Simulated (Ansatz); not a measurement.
# What a change does: single-point calculation on AlRu

System: AlRu (2 atoms in the cell).
Method of run A: Kohn-Sham DFT of a periodic cell, PBE0, spin-orbit coupling, Ansatz PAW, no spin polarisation (Ansatz 0.2.0).

The structure derives from an entry of the Crystallography Open Database. Text and figures count atoms from 1; the logs count them from 0 in places.

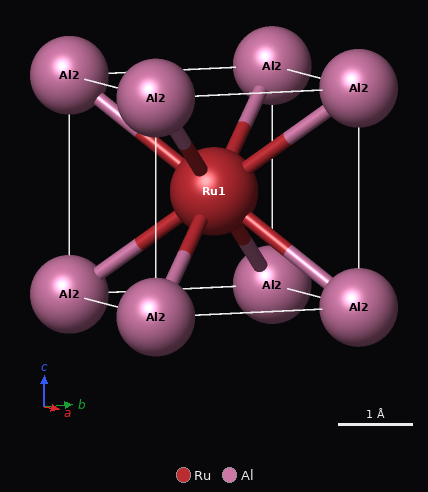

Fig. 1: The input geometry (ball-and-stick view of the cell of the calculation, seen slightly off an axis; atoms are numbered from 1 in the order of the input). An atom can appear more than once, as a periodic image.

## Input file, run A
```yaml
crystal:
  lattice:
    - [2.9916, 0.0, 0.0]
    - [0.0, 2.9916, 0.0]
    - [0.0, 0.0, 2.9916]
  atoms:
    - { symbol: Ru, position: [0.5, 0.5, 0.5] }
    - { symbol: Al, position: [0.0, 0.0, 0.0] }
hamiltonian:
  xc: pbe0
  pseudopotentials: { kind: paw_fr }
magnetization:
  noncollinear: true
  spin_orbit: true
kpoints:
  mp_grid: { grid: [4, 4, 4] }
scf:
  occupations: { method: fermi_dirac, width: 0.05 }
output:
  forces: true
  stress: true
  eigenvalues: true
```

Hardware: 1 × NVIDIA H100 80GB HBM3, 2 threads of AMD EPYC (Zen 3), 288 GiB of memory available, shared host.

## Output, shortened to warnings, some set-up lines, iterations and results (run A)
```
Warning: output.stress: scf.convergence.dr2_threshold = 1e-7 eV (the SCF's general default) is looser than the 2e-10 eV advised for a printed stress (1e-10 eV for each atom of the cell: 2). What an SCF threshold leaves in a stress goes as its square root, and in the free energy as the threshold itself, and one threshold admits the most on a small cell: of the crystals measured, under no hybrid …
Warning: output.stress: scf.exx.energy_threshold = 1e-6 eV is looser than the 2e-8 eV advised for a stress under a hybrid functional (1e-8 eV for each atom of the cell: 2). Every SCF of the exchange loop can meet its threshold on dr2 while the loop round them stops early: no threshold on dr2 bounds what that leaves in the stress. Set scf.exx.energy_threshold to 2e-8 eV or tighter. The threshold …
Basis set: ecut = 420 eV, 485 PW (Γ), exchange–correlation on 40×40×40 points (8 copies of the dense FFT grid, shifted against one another)
Symmetry: 48 space group operations + 48 with time reversal
k-points: 10 of 64
Initial density: superposition of atomic densities (chi_scale 0.1, normalization cell, long waves kept (reshape's long-wave potential 0.00 eV rms))
[...]
SCF iter   1: F=—  HF=-6420.131182 eV  |F-HF|=—  |Δ(HF+E_count)|=         —  Δρ=1.11e-1  dr2=3.85e0  dr2_m=0.00e0 (ungated)  ethr=1.00e-1  |M|=0.00e0 ∫|m|=0.00e0 μB  …
SCF iter   2: F=—  HF=-6419.476603 eV  |F-HF|=—  |Δ(HF+E_count)|=   6.55e-1  Δρ=5.72e-2  dr2=8.46e-1  dr2_m=0.00e0 (ungated)  ethr=2.03e-2  |M|=0.00e0 ∫|m|=0.00e0 μB  …
SCF iter   3: F=—  HF=-6419.295591 eV  |F-HF|=—  |Δ(HF+E_count)|=   1.81e-1  Δρ=1.51e-2  dr2=2.82e-2  dr2_m=0.00e0 (ungated)  ethr=1.47e-4  |M|=0.00e0 ∫|m|=0.00e0 μB  …
SCF iter   4: F=—  HF=-6419.293802 eV  |F-HF|=—  |Δ(HF+E_count)|=   1.79e-3  Δρ=1.12e-3  dr2=1.41e-4  dr2_m=0.00e0 (ungated)  ethr=1.47e-4  |M|=0.00e0 ∫|m|=0.00e0 μB  …
SCF iter   5: F=—  HF=-6419.294033 eV  |F-HF|=—  |Δ(HF+E_count)|=   2.31e-4  Δρ=5.73e-4  dr2=9.83e-5  dr2_m=0.00e0 (ungated)  ethr=7.42e-7  |M|=0.00e0 ∫|m|=0.00e0 μB  …
[... 25 lines ...]
SCF iter   6: F=-6418.745308 eV  HF=-6418.745308 eV  |F-HF|=3.18e-11  |Δ(HF+E_count)|=   2.52e-8  Δρ=1.36e-6  dr2=2.74e-9  dr2_m=0.00e0 (ungated)  ethr=4.88e-12  |M|=0.00e0 …
SCF 5 converged in 6 iterations: F = -6418.745308 eV  dr2 = 2.74e-9
SCF iter   1: F=—  HF=-6418.745308 eV  |F-HF|=—  |Δ(HF+E_count)|=         —  Δρ=1.71e-6  dr2=1.19e-9  dr2_m=0.00e0 (ungated)  ethr=7.02e-10  |M|=0.00e0 ∫|m|=0.00e0 μB  …
SCF iter   2: F=-6418.745308 eV  HF=-6418.745308 eV  |F-HF|=5.46e-12  |Δ(HF+E_count)|=  1.87e-10  Δρ=6.11e-7  dr2=2.24e-10  dr2_m=0.00e0 (ungated)  ethr=5.07e-12  |M|=0.00e0 …
SCF 6 converged in 2 iterations: F = -6418.745308 eV  dr2 = 2.24e-10
  Residual-converged pass: ⟨swp⟩=2.0  Hψ=398  notcnv=0  max |occ|·‖R‖ = 2.4e-6 eV (tolerance 2.4e-6 eV)  dr2=2.23e-10  dr2_m=0.00e0 (ungated)  dr2_onsite=3.27e-11  max |Δocc| = 2.5e-14
hybrid outer 5: dexx = +6.104e-10 eV, tail = 5.70e-10 eV, Δε = 4.49e-5 eV (about 2.18e-5 eV left of the loop's levels), ΔF = 1.26e-28 eV/Å (tail inf)
hybrid SCF converged: 5 outer / 20 inner (+9 warm-up), last move |dexx| = 6.10e-10 eV, tail = 5.70e-10 eV
Magnetization: |M| = 0.0000 μB,  M = (+0.0000, +0.0000, +0.0000) μB
Absolute magnetization: 0.0000 μB (∫|m|)
  site 0: m = (+0.0000, +0.0000, +0.0000) μB, |m| = 0.0000 μB  (R = 1.07 Å)
  site 1: m = (+0.0000, +0.0000, +0.0000) μB, |m| = 0.0000 μB  (R = 1.07 Å)
Free energy (F): -6418.745308 eV
Frozen-core exchange: fock
Harris-Foulkes:  -6418.745308 eV  (|F-HF|=5.46e-12)
Internal energy: -6418.741080 eV  (E = F + TS)
E sigma→0 (E₀):  -6418.743194 eV
Entropy (-TS):   -0.004228 eV (-2.114 meV/atom)
Fermi energy:    15.707806 eV
--- Per-component energies (eV) ---
  E_band       = -164.564492
  E_kinetic    = 543.833816
  E_local      = -1797.377587  (includes V_loc(G=0)·N_el)
  E_nonlocal   = 352.320719
  E_hartree    = 639.580862
  E_xc         = -179.785587
  E_vxc        = -209.445992  (∫ρ·V_xc dr)
  E_exx        = -66.803564  (= α·E_x^exact, valence–valence)
  E_paw        = -3915.160340  (= ΣΔE_a)
  E_vpaw       = -199.449856  (= ΣTr[D̂ρ^β])
  E_aug_tail   = -0.000176  (compensation charges beyond the density's cutoff)
  E_ewald      = -1994.823776
  E_core_change = -0.525448  (= ΣΔE_core)
  E_smearing   = -0.004228  (= −TS)
  E_closure    = -0.000000  (closes the sum)
  Σ components = -6418.745308   (vs F -6418.745308, Δ=0.00e0)
--- Forces (eV/Å), atoms counted from 1 ---
  atom   1  Ru    -0.00000000     0.00000000    -0.00000000
  atom   2  Al    -0.00000000    -0.00000000    -0.00000000
  max |Σ_I F_I| component: 9.78e-29 eV/Å
--- Stress (GPa, compression-positive) ---
       -7.035725       0.000000       0.000000
       -0.000000      -7.035725       0.000000
        0.000000       0.000000      -7.035725
  P = ⅓ Tr σ = -7.0357 GPa (-70.357 kbar)
```

For run B the input was changed thus:
```diff
-  xc: pbe0
+  xc: hse06
+  write_density: true
+  write_potential: true
+  elf: true
+  volumetric_format: npy
```

How does run B compare with run A?

The total energies belong to different methods, so their difference says nothing on which is more stable or more accurate. The functional changes from PBE0 to HSE06. The SCF takes 19 iterations against 29.

## Output, shortened to warnings, some set-up lines, iterations and results (run B)
```
Warning: output.stress: scf.convergence.dr2_threshold = 1e-7 eV (the SCF's general default) is looser than the 2e-10 eV advised for a printed stress (1e-10 eV for each atom of the cell: 2). What an SCF threshold leaves in a stress goes as its square root, and in the free energy as the threshold itself, and one threshold admits the most on a small cell: of the crystals measured, under no hybrid …
Warning: output.stress: scf.exx.energy_threshold = 1e-6 eV is looser than the 2e-8 eV advised for a stress under a hybrid functional (1e-8 eV for each atom of the cell: 2). Every SCF of the exchange loop can meet its threshold on dr2 while the loop round them stops early: no threshold on dr2 bounds what that leaves in the stress. Set scf.exx.energy_threshold to 2e-8 eV or tighter. The threshold …
Basis set: ecut = 420 eV, 485 PW (Γ), exchange–correlation on 40×40×40 points (8 copies of the dense FFT grid, shifted against one another)
Symmetry: 48 space group operations + 48 with time reversal
k-points: 10 of 64
Initial density: superposition of atomic densities (chi_scale 0.1, normalization cell, long waves kept (reshape's long-wave potential 0.00 eV rms))
[...]
SCF iter   1: F=—  HF=-6420.130549 eV  |F-HF|=—  |Δ(HF+E_count)|=         —  Δρ=1.11e-1  dr2=3.85e0  dr2_m=0.00e0 (ungated)  ethr=1.00e-1  |M|=0.00e0 ∫|m|=0.00e0 μB  …
SCF iter   2: F=—  HF=-6419.476010 eV  |F-HF|=—  |Δ(HF+E_count)|=   6.55e-1  Δρ=5.72e-2  dr2=8.46e-1  dr2_m=0.00e0 (ungated)  ethr=2.03e-2  |M|=0.00e0 ∫|m|=0.00e0 μB  …
SCF iter   3: F=—  HF=-6419.295002 eV  |F-HF|=—  |Δ(HF+E_count)|=   1.81e-1  Δρ=1.51e-2  dr2=2.82e-2  dr2_m=0.00e0 (ungated)  ethr=1.47e-4  |M|=0.00e0 ∫|m|=0.00e0 μB  …
SCF iter   4: F=—  HF=-6419.293214 eV  |F-HF|=—  |Δ(HF+E_count)|=   1.79e-3  Δρ=1.12e-3  dr2=1.41e-4  dr2_m=0.00e0 (ungated)  ethr=1.47e-4  |M|=0.00e0 ∫|m|=0.00e0 μB  …
SCF iter   5: F=—  HF=-6419.293445 eV  |F-HF|=—  |Δ(HF+E_count)|=   2.31e-4  Δρ=5.73e-4  dr2=9.83e-5  dr2_m=0.00e0 (ungated)  ethr=7.41e-7  |M|=0.00e0 ∫|m|=0.00e0 μB  …
[... 12 lines ...]
SCF iter   2: F=—  HF=-6419.085763 eV  |F-HF|=—  |Δ(HF+E_count)|=   4.33e-7  Δρ=4.59e-5  dr2=2.39e-7  dr2_m=0.00e0 (ungated)  ethr=1.30e-8  |M|=0.00e0 ∫|m|=0.00e0 μB  …
SCF iter   3: F=—  HF=-6419.085763 eV  |F-HF|=—  |Δ(HF+E_count)|=   6.43e-8  Δρ=3.10e-5  dr2=1.21e-7  dr2_m=0.00e0 (ungated)  ethr=1.17e-9  |M|=0.00e0 ∫|m|=0.00e0 μB  …
SCF iter   4: F=—  HF=-6419.085763 eV  |F-HF|=—  |Δ(HF+E_count)|=   3.26e-8  Δρ=1.31e-5  dr2=4.18e-8  dr2_m=0.00e0 (ungated)  ethr=6.28e-10  |M|=0.00e0 ∫|m|=0.00e0 μB  …
SCF iter   5: F=-6419.085763 eV  HF=-6419.085763 eV  |F-HF|=9.32e-9  |Δ(HF+E_count)|=   3.58e-9  Δρ=6.97e-6  dr2=1.21e-8  dr2_m=0.00e0 (ungated)  ethr=2.16e-10  |M|=0.00e0 …
SCF 3 converged in 5 iterations: F = -6419.085763 eV  dr2 = 1.21e-8
  Residual-converged pass: ⟨swp⟩=2.6  Hψ=484  notcnv=0  max |occ|·‖R‖ = 2.4e-6 eV (tolerance 2.4e-6 eV)  dr2=1.19e-8  dr2_m=0.00e0 (ungated)  dr2_onsite=2.89e-10  max |Δocc| = 4.1e-12
hybrid outer 2: dexx = +2.601e-7 eV, tail = 3.09e-8 eV, Δε = 3.13e-3 eV (about 1.64e-4 eV left of the loop's levels)
hybrid SCF converged: 2 outer / 10 inner (+9 warm-up), last move |dexx| = 2.60e-7 eV, tail = 3.09e-8 eV
Magnetization: |M| = 0.0000 μB,  M = (+0.0000, +0.0000, +0.0000) μB
Absolute magnetization: 0.0000 μB (∫|m|)
  site 0: m = (+0.0000, +0.0000, +0.0000) μB, |m| = 0.0000 μB  (R = 1.07 Å)
  site 1: m = (+0.0000, +0.0000, +0.0000) μB, |m| = 0.0000 μB  (R = 1.07 Å)
Free energy (F): -6419.085763 eV
Frozen-core exchange: fock
Harris-Foulkes:  -6419.085763 eV  (|F-HF|=9.32e-9)
Internal energy: -6419.077994 eV  (E = F + TS)
E sigma→0 (E₀):  -6419.081878 eV
Entropy (-TS):   -0.007770 eV (-3.885 meV/atom)
Fermi energy:    15.909806 eV
--- Per-component energies (eV) ---
  E_band       = -156.845303
  E_kinetic    = 543.888481
  E_local      = -1797.754909  (includes V_loc(G=0)·N_el)
  E_nonlocal   = 352.411623
  E_hartree    = 639.871569
  E_xc         = -186.795102
  E_vxc        = -215.861850  (∫ρ·V_xc dr)
  E_exx        = -59.008958  (= α·E_x^exact, valence–valence)
  E_paw        = -3916.338291  (= ΣΔE_a)
  E_vpaw       = -201.258357  (= ΣTr[D̂ρ^β])
  E_aug_tail   = -0.000176  (compensation charges beyond the density's cutoff)
  E_ewald      = -1994.823776
  E_core_change = -0.528457  (= ΣΔE_core)
  E_smearing   = -0.007770  (= −TS)
  E_closure    = 0.000001  (closes the sum)
  Σ components = -6419.085763   (vs F -6419.085763, Δ=0.00e0)
--- Forces (eV/Å), atoms counted from 1 ---
  atom   1  Ru     0.00000000    -0.00000000     0.00000000
  atom   2  Al     0.00000000    -0.00000000    -0.00000000
  max |Σ_I F_I| component: 3.94e-29 eV/Å
--- Stress (GPa, compression-positive) ---
       -7.053260       0.000000       0.000000
       -0.000000      -7.053260       0.000000
       -0.000000       0.000000      -7.053260
  P = ⅓ Tr σ = -7.0533 GPa (-70.533 kbar)
```

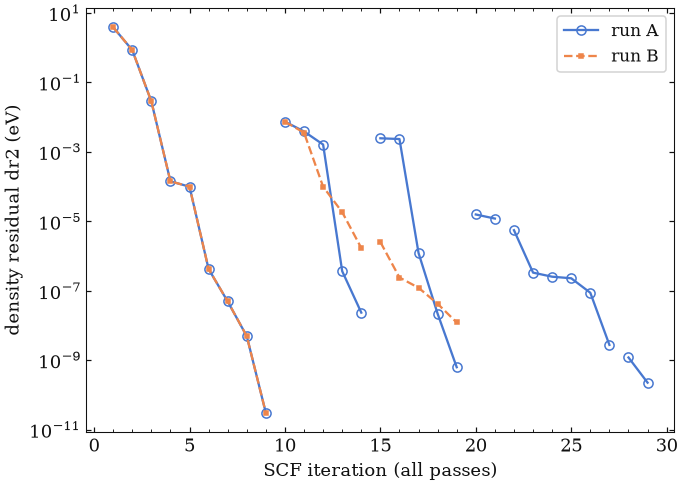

Fig. 2: Convergence of the two runs: density residual dr2 against the SCF iteration. A break in a curve parts two SCF passes. Run A takes 29 iterations in all, and run B takes 19.

## The two runs side by side

```csv
quantity,run A,run B
outcome,converged,converged
free energy per atom (eV),−3209.3727,−3209.5429
"energy per atom, smearing taken to zero (eV)",−3209.3716,−3209.5409
gap on the mesh (eV),0.00,0.00
pressure (GPa),−7.04,−7.05
largest force (eV/Å),0.000,0.000
SCF iterations,29,19
irreducible k-points,10,10
plane waves at Γ,485,485
wall time (shared host),17 s,16 s
```

For both runs: Warnings: the exchange loop's threshold is looser than advised for the stress; the SCF threshold is looser than advised for the printed stress. The k-point mesh is coarse for a cell of this size, so the results may not be converged.
